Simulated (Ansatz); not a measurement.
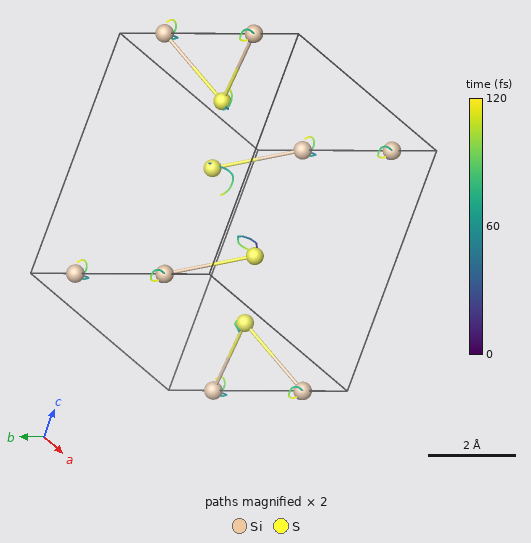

First-principles dynamics of a 6-atom cell of SiS2 (built on the measured structure type), 120 fs long. Lines trace each atom's path, coloured by time; spheres stand at the starting positions. The excursions are magnified 2 times. Seen from a free direction in the reduced simulation cell.

Method: DFT, PBEsol, plane waves, PAW (Ansatz 0.2.0). Run with plane-wave cutoff 420 eV; k-point mesh 4 × 4 × 4; Fermi-Dirac smearing 0.069 eV; Langevin thermostat (NVT); set temperature 800 K; time step 3 fs.

Describe the motion.

Answer. Root-mean-square distances from the starting positions over the second half, with the common drift of all atoms taken out: S 0.21 Å, Si 0.19 Å. That is small against the typical shortest distance between atoms in the first frame, about 2.1 Å: the atoms vibrate about their sites and the arrangement holds. Over the second half the temperature averages 913 K (spread ±94 K). The potential energy in the second half lies on average 80.4 meV per atom above the first frame.

Cost: 23 s on 4 threads of AMD EPYC 9R45 96-Core Processor (Zen 5), on a shared host, peak memory 0.56 GiB.
